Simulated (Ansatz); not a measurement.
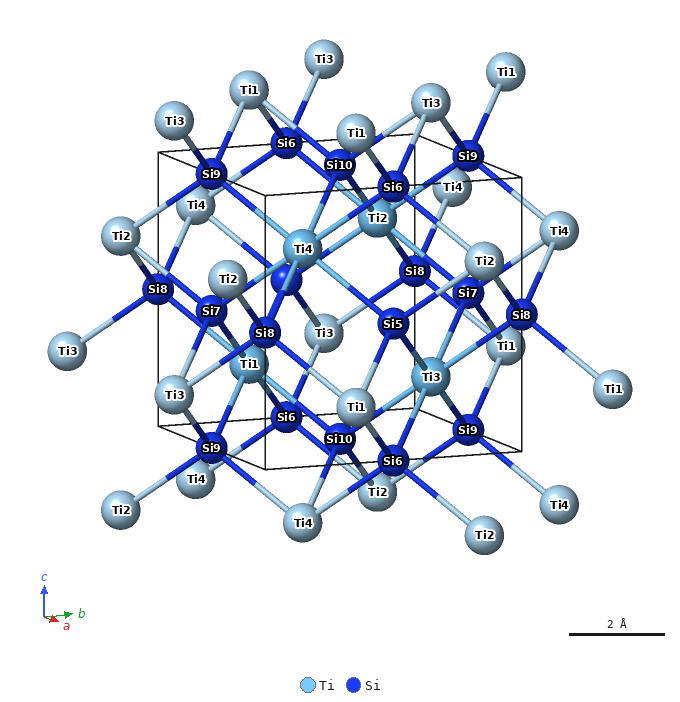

The starting structure (ball-and-stick view of the cell of the calculation, seen slightly off an axis; neighbours outside the cell are drawn fainter; atoms are numbered from 1 in the order of the input). An atom can appear more than once, as a periodic image. Near neighbours in the periodic cell (some may lie outside the picture): Ti has 6 Si at 2.54 Å; Si has 4 Ti at 2.54 Å.

**Geometry relaxation, with input and output: Ti2Si3 (part 1 of 2)**

The run: geometry relaxation of Ti2Si3 (10 atoms in the cell). Method and program: DFT PBE, scalar-relativistic, plane waves, PAW, no spin polarisation (Ansatz 0.2.0).

The structure was made by a generator, so it may or may not be a known phase. Figures and captions count atoms from 1; the log counts them from 0 in places.

### Input
```yaml
crystal:
  lattice:
    - [5.8660014817, 0.0, 0.0]
    - [0.0, 5.8660014817, 0.0]
    - [0.0, 0.0, 5.8660014817]
  atoms:
    - { symbol: Ti, position: [0.25, 0.25, 0.25] }
    - { symbol: Ti, position: [0.25, 0.75, 0.75] }
    - { symbol: Ti, position: [0.75, 0.75, 0.25] }
    - { symbol: Ti, position: [0.75, 0.25, 0.75] }
    - { symbol: Si, position: [0.0, 0.5, 0.5] }
    - { symbol: Si, position: [0.0, 0.5, 0.0] }
    - { symbol: Si, position: [0.5, 0.0, 0.5] }
    - { symbol: Si, position: [0.0, 0.0, 0.5] }
    - { symbol: Si, position: [0.5, 0.0, 0.0] }
    - { symbol: Si, position: [0.5, 0.5, 0.0] }
basis:
  ecutwfc: 420
kpoints:
  mp_grid: { grid: [6, 6, 6] }
hamiltonian:
  xc: pbe
scf:
  occupations: { method: gaussian, width: 0.1 }
output:
  forces: true
  stress: true
  eigenvalues: true
  write_density: true
  write_potential: true
  elf: true
  volumetric_format: npy
relax:
  adjacent_minimum: "off"
  f_tol: 0.01
  max_steps: 80
  cell: { stress_tol: 0.05 }
```

Hardware: 1 thread of Intel Xeon @ 2.50GHz (Skylake/Cascade Lake), 189 GiB of memory available, shared host.

Run as:
```bash
ansatz run input.yaml --threads 1 --pin off --max-ram 2560MiB --backend cpu --events-out ev --progress --plain --runs-dir out
```

### Log
```
Engine: ansatz 0.2.0, x86_64-unknown-linux-gnu
Pseudopotentials: kind: paw
Pseudopotential: Ti, paw, valence charge 12, recommended cutoff 420 eV (normal), Ti.paw.azcp
Pseudopotential: Si, paw, valence charge 4, recommended cutoff 420 eV (normal), Si.paw.azcp
Functional definition: PBE
  parameter kappa = 0.804
  parameter beta = 0.06672455060314922
  exchange = pbe_x(kappa = kappa, mu = beta*pi^2/3)
  correlation = pbe_c(beta = beta)
Crystal: 10 atoms, lattice volume = 201.849 Å³
Basis set: ecut = 420 eV, 3911 PW (Γ), exchange–correlation on 80×80×80 points (8 copies of the dense FFT grid, shifted against one another)
Bands: 46, of which v1, the nominal top of the filled ones, is band 36 counted from 1 (35 counted from 0)
Symmetry: 48 space group operations
Space group: Pn-3m (ITA 224), of the structure as read, at distance tolerance 5.9e-5 Å
k-points: 20 of 216
Non-local potential: Ti, projectors of the file, l = 0: 3, l = 1: 2, l = 2: 3, l = 3: 1
Non-local potential: Si, projectors of the file, l = 0: 2, l = 1: 2, l = 2: 2
PAW form: soft (Blöchl's): semilocal exchange-correlation on the pseudo side does not see the compensation charge
PAW one-centre angular grid: Ti, 590 points (default); XC on 64 Gauss nodes
PAW one-centre angular grid: Si, 110 points (default); XC on 64 Gauss nodes
Initial density: superposition of atomic densities (neutral atoms: chi_scale 0, normalization atom), corrected by the library's trained network
Initial wavefunctions: pseudopotential atomic-orbital guess
Functional: x = pbe(κ = 0.804, μ = 0.2195149727645171), c = pbe(β = 0.06672455060314922)
SCF iter   1: F=—  HF=-13810.603982 eV  |F-HF|=—  |Δ(HF+E_count)|=         —  Δρ=8.48e-3  dr2=2.09e-1  ethr=1.77e-3  ⟨swp⟩=5.6  Hψ=3737  notcnv=0
preconditioner: auto → Kerker (q_TF=auto, 2.298 Å⁻¹)  [metal: Δε(μ)=0.017 eV  Ē_g=4.539 eV  σ=0.100 eV  W_gap=0.10  n_scr=32 (ndim 8)  ℏωp=16.5 eV  f_vac=0.000  D(μ)=7.27/eV (n_scr^D=56)]
SCF iter   2: F=—  HF=-13810.578766 eV  |F-HF|=—  |Δ(HF+E_count)|=   2.52e-2  Δρ=2.92e-3  dr2=2.20e-2  ethr=2.90e-4  ⟨swp⟩=2.0  Hψ=1373  notcnv=0  defer=42
SCF iter   3: F=—  HF=-13810.578875 eV  |F-HF|=—  |Δ(HF+E_count)|=   1.09e-4  Δρ=1.07e-3  dr2=2.37e-3  ethr=3.05e-5  ⟨swp⟩=2.0  Hψ=1090  notcnv=0  defer=42
SCF iter   4: F=—  HF=-13810.579805 eV  |F-HF|=—  |Δ(HF+E_count)|=   9.29e-4  Δρ=2.37e-4  dr2=2.59e-4  ethr=3.30e-6  ⟨swp⟩=2.0  Hψ=1096  notcnv=0  defer=42
SCF iter   5: F=—  HF=-13810.579885 eV  |F-HF|=—  |Δ(HF+E_count)|=   7.99e-5  Δρ=6.85e-5  dr2=1.55e-5  ethr=3.59e-7  ⟨swp⟩=2.0  Hψ=1125  notcnv=0  defer=42
SCF iter   6: F=—  HF=-13810.580112 eV  |F-HF|=—  |Δ(HF+E_count)|=   2.27e-4  Δρ=1.57e-5  dr2=5.79e-7  ethr=2.15e-8  ⟨swp⟩=2.0  Hψ=1255  notcnv=0  defer=42
SCF iter   7: F=-13810.580112 eV  HF=-13810.580112 eV  |F-HF|=2.80e-8  |Δ(HF+E_count)|=   4.17e-8  Δρ=4.42e-6  dr2=5.97e-8  ethr=1.39e-10  ⟨swp⟩=14.1  Hψ=6462  notcnv=0
SCF 1 converged in 7 iterations: F = -13810.580112 eV  dr2 = 5.97e-8
  greatest PAW one-centre occupation: 0.999 electrons in one spin orbital (limit 2), on the Ti atom at site 3 (counted from 0), in its partial waves of l = 0
relax step   1: F+E_penalty+E_count = -13810.58011167 eV  Δ(F+E_penalty+E_count) = +0.000e0 eV  max|allowed force component| = 1.318e-17 eV/Å  Δτ_max = 0.0000 Å  P = -0.148 GPa  Ω = 201.849 Å³  (7 SCF iters, dr2 threshold 1.00e-7 eV, accepted)
Crystal: 10 atoms, lattice volume = 201.482 Å³
Basis set: ecut = 420 eV, 3887 PW (Γ), exchange–correlation on 80×80×80 points (8 copies of the dense FFT grid, shifted against one another)
Initial density: handed on by an earlier stage of this run
Initial wavefunctions: those handed on with the density
iter 1 solved again at ethr=6.29e-8 eV; its pass at ethr=3.10e-3 eV (dr2=4.53e-5 eV) is discarded
SCF iter   1: F=—  HF=-13810.580109 eV  |F-HF|=—  |Δ(HF+E_count)|=         —  Δρ=8.74e-5  dr2=2.63e-5  ethr=6.29e-8  ⟨swp⟩=2.0  Hψ=4098  notcnv=0
preconditioner: auto → Kerker (q_TF=auto, 2.298 Å⁻¹)  [metal: Δε(μ)=0.012 eV  Ē_g=4.464 eV  σ=0.100 eV  W_gap=0.07  n_scr=32 (ndim 8)  ℏωp=16.5 eV  f_vac=0.000  D(μ)=7.67/eV (n_scr^D=56)]
SCF iter   2: F=—  HF=-13810.580326 eV  |F-HF|=—  |Δ(HF+E_count)|=   2.17e-4  Δρ=4.25e-5  dr2=7.02e-6  ethr=3.65e-8  ⟨swp⟩=1.6  Hψ=970  notcnv=0
SCF iter   3: F=—  HF=-13810.580325 eV  |F-HF|=—  |Δ(HF+E_count)|=   1.00e-6  Δρ=1.72e-5  dr2=1.37e-6  ethr=9.74e-9  ⟨swp⟩=1.2  Hψ=925  notcnv=0
SCF iter   4: F=—  HF=-13810.580325 eV  |F-HF|=—  |Δ(HF+E_count)|=   1.50e-8  Δρ=7.65e-6  dr2=1.56e-7  ethr=1.90e-9  ⟨swp⟩=2.0  Hψ=1202  notcnv=0
iter 5 did not close the SCF: its close was put off for the readings that it lacked (scf_convergence_deferred on its scf_iter line)
SCF iter   5: F=-13810.580325 eV  HF=-13810.580325 eV  |F-HF|=3.30e-9  |Δ(HF+E_count)|=   4.48e-8  Δρ=1.33e-6  dr2=3.12e-9  ethr=2.17e-10  ⟨swp⟩=2.0  Hψ=1270  notcnv=0
SCF iter   6: F=-13810.580325 eV  HF=-13810.580325 eV  |F-HF|=2.36e-11  |Δ(HF+E_count)|=   3.83e-9  Δρ=3.87e-7  dr2=3.46e-10  ethr=4.33e-12  ⟨swp⟩=5.2  Hψ=4921  notcnv=0
SCF 2 converged in 6 iterations: F = -13810.580325 eV  dr2 = 3.46e-10
relax step   2: F+E_penalty+E_count = -13810.58032535 eV  Δ(F+E_penalty+E_count) = -2.137e-4 eV  max|allowed force component| = 2.267e-17 eV/Å  Δτ_max = 0.0000 Å  P = -0.004 GPa  Ω = 201.482 Å³  energy of the carried Pulay correction = +3.870e-5 eV  (6 SCF iters, dr2 threshold 5.48e-8 eV, accepted)
Initial wavefunctions: pseudopotential atomic-orbital guess (no wavefunctions were taken with the density)
iter 1 solved again at ethr=2.43e-7 eV; its pass at ethr=3.10e-3 eV (dr2=1.75e-4 eV) is discarded
SCF iter   1: F=—  HF=-13810.580069 eV  |F-HF|=—  |Δ(HF+E_count)|=         —  Δρ=3.37e-6  dr2=2.46e-8  ethr=2.43e-7  ⟨swp⟩=3.9  Hψ=6167  notcnv=0
eigensolver tolerance schedule: the retry pair's looser diagonalisation over-reported the residual by 7108.93 of it (diagonalisation noise at 1.25 of the residual, at the tolerance the schedule requests for it); recorded, not acted on — ethr = c·dr2/N_el stays at c = 1.0e-1
preconditioner: auto → Kerker (q_TF=auto, 2.298 Å⁻¹)  [metal: Δε(μ)=0.013 eV  Ē_g=4.464 eV  σ=0.100 eV  W_gap=0.07  n_scr=32 (ndim 8)  ℏωp=16.5 eV  f_vac=0.000  D(μ)=7.67/eV (n_scr^D=56)]
SCF iter   2: F=—  HF=-13810.580292 eV  |F-HF|=—  |Δ(HF+E_count)|=   2.23e-4  Δρ=1.65e-6  dr2=6.19e-9  ethr=3.41e-11  ⟨swp⟩=3.5  Hψ=2089  notcnv=0
SCF iter   3: F=—  HF=-13810.580292 eV  |F-HF|=—  |Δ(HF+E_count)|=  1.95e-10  Δρ=1.04e-6  dr2=2.09e-9  ethr=8.59e-12  ⟨swp⟩=1.1  Hψ=921  notcnv=0
iter 4 did not close the SCF: its close was put off for the readings that it lacked (scf_convergence_deferred on its scf_iter line)
SCF iter   4: F=-13810.580292 eV  HF=-13810.580292 eV  |F-HF|=1.64e-11  |Δ(HF+E_count)|=  1.80e-10  Δρ=1.16e-7  dr2=1.77e-11  ethr=2.90e-12  ⟨swp⟩=2.0  Hψ=1207  notcnv=0
iter 5 did not close the SCF: its close was put off for the readings that it lacked (scf_convergence_deferred on its scf_iter line)
SCF iter   5: F=-13810.580292 eV  HF=-13810.580292 eV  |F-HF|=5.46e-12  |Δ(HF+E_count)|=  1.82e-11  Δρ=5.29e-8  dr2=9.18e-12  ethr=1.00e-12  ⟨swp⟩=1.0  Hψ=920  notcnv=0
iter 6 did not close the SCF: its close was put off for the readings that it lacked (scf_convergence_deferred on its scf_iter line)
SCF iter   6: F=-13810.580292 eV  HF=-13810.580292 eV  |F-HF|=0.00e0  |Δ(HF+E_count)|=  3.64e-12  Δρ=4.39e-8  dr2=4.22e-12  ethr=1.00e-12  ⟨swp⟩=1.0  Hψ=920  notcnv=0
iter 7 did not close the SCF: its close was put off for the readings that it lacked (scf_convergence_deferred on its scf_iter line)
SCF iter   7: F=-13810.580292 eV  HF=-13810.580292 eV  |F-HF|=3.64e-12  |Δ(HF+E_count)|=  1.82e-12  Δρ=3.11e-8  dr2=2.29e-12  ethr=1.00e-12  ⟨swp⟩=1.0  Hψ=920  notcnv=0
SCF iter   8: F=-13810.580292 eV  HF=-13810.580292 eV  |F-HF|=1.82e-12  |Δ(HF+E_count)|=  5.46e-12  Δρ=1.56e-8  dr2=5.45e-13  ethr=1.00e-12  ⟨swp⟩=3.0  Hψ=3052  notcnv=0
SCF 3 converged in 8 iterations: F = -13810.580292 eV  dr2 = 5.45e-13
  greatest PAW one-centre occupation: 0.999 electrons in one spin orbital (limit 2), on the Ti atom at site 2 (counted from 0), in its partial waves of l = 0
relax step   3: F+E_penalty+E_count = -13810.58029193 eV  Δ(F+E_penalty+E_count) = +3.342e-5 eV  max|allowed force component| = 2.359e-17 eV/Å  Δτ_max = 0.0000 Å  P = -0.005 GPa  Ω = 201.482 Å³  stress off target by 4.70e-3 GPa  SCF on the basis re-selected at this cell (its energy is not comparable with the rows above)  (8 SCF iters)
```

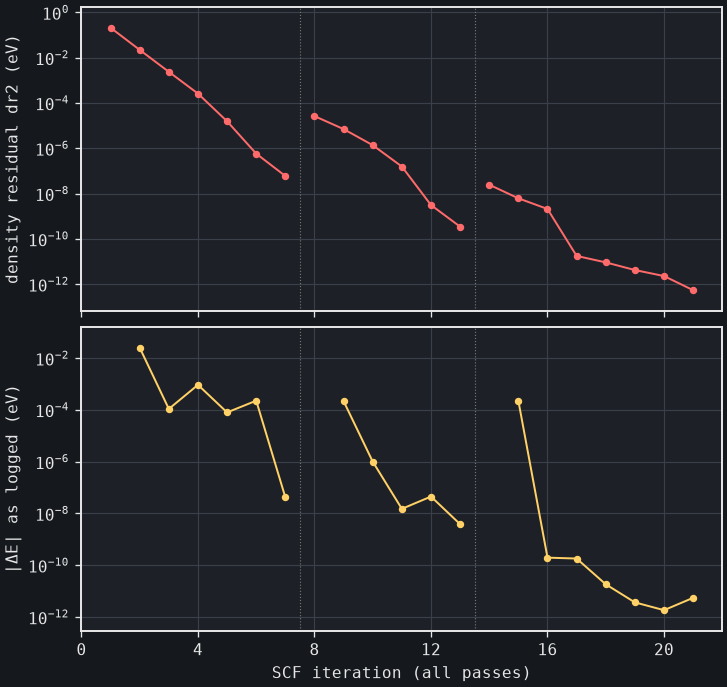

Convergence of the self-consistent field: density residual dr2 and size of the energy change against the SCF iteration. The dotted lines part the SCF passes of the relaxation: geometry steps, rejected trials and re-solves on a re-selected basis. The passes take 7, 6 and 8 iterations.

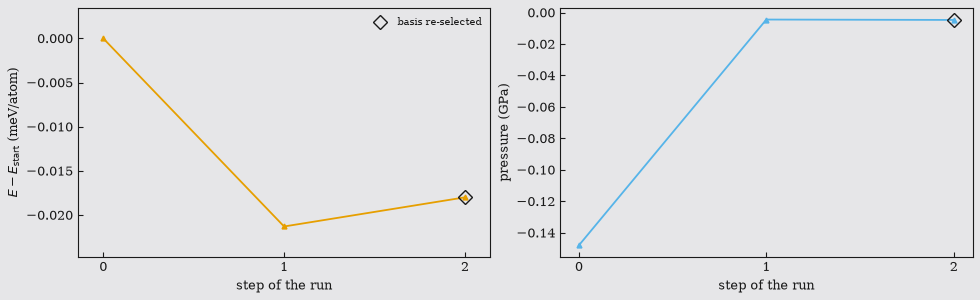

Progress of the relaxation, step by step (the first geometry is step 0 here and step 1 in the log). No atom moves by more than 0.005 Å relative to the cell. The volume changes by −0.2 %, with a = b = c 5.866 → 5.862 Å (−0.1 %). The space group stays Pn-3m (No. 224). The energy falls by next to nothing (0.0 meV per atom) in 1 geometry step. All forces vanish by symmetry, so only the cell relaxes. The pressure goes from −0.15 to 0.00 GPa. A last SCF at the same geometry on a re-selected plane-wave basis shifts the energy by +0.0 meV per atom.

```
basis re-selected at this cell: Δ(F+E_penalty+E_count) = +3.342e-5 eV, ΔP = -0.000 GPa vs the last step (what re-selecting the basis moved, of the pressure what is left beyond the Pulay correction that the steps carried, after the strain that the cell walked since its last selection, with what the two solves' SCF thresholds leave and, on support functions, any second-order correction that the steps lacked; it is no measure of the basis error at this ecutwfc). This SCF's stress stands 4.70e-3 GPa from its target on what of the cell is left free (relax.cell.stress_tol is 5.00e-2 GPa) and its largest allowed force component is 2.36e-17 eV/Å (relax.f_tol is 1.00e-2 eV/Å): within both
SCF converged after 8 iterations
Free energy (F): -13810.580292 eV
Harris-Foulkes:  -13810.580292 eV  (|F-HF|=1.82e-12)
Internal energy: -13810.541949 eV  (E = F + TS)
E sigma→0 (E₀):  -13810.561120 eV
Entropy (-TS):   -0.038343 eV (-3.834 meV/atom)
Fermi energy:    7.942291 eV
```
